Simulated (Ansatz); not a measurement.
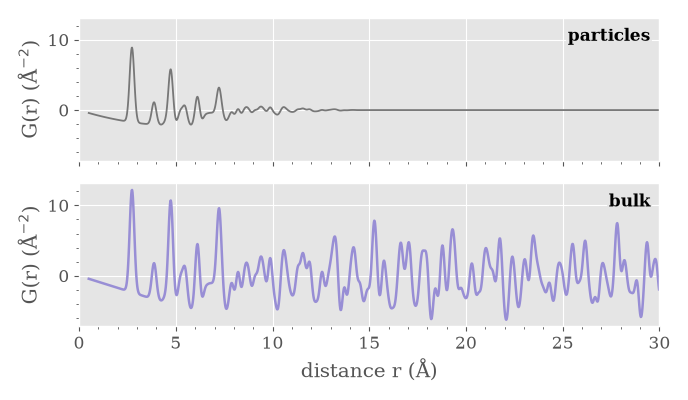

The curve is a calculated X-ray PDF: distances of the static structure, each pair weighted by the product of the atomic numbers (X-ray weights at Q = 0), broadened by Gaussians with σ = 0.12 Å, for spherical particles of Ir with the bulk structure: the bulk G(r) is multiplied by the envelope of a sphere of diameter D, 1 − 3r/2D + r³/2D³, with no surface relaxation. The number density is 0.0688 atoms per Å³. Structure used: coordinates from a relaxation with DFT, PBE, plane waves (420 eV) with PAW, scalar-relativistic in Ansatz 0.2.0; the starting structure was generated, so it need not be a known form of this composition.

Q: Estimate the particle diameter.

A: About 15 Å (1.5 nm): the signal is half of the bulk amplitude at r ≈ 5.2 Å and vanishes at r = D, fading from view somewhat earlier.

Q: Roughly how many atoms does one particle hold?

A: About 120 (number density 0.0688 Å⁻³ times πD³/6).
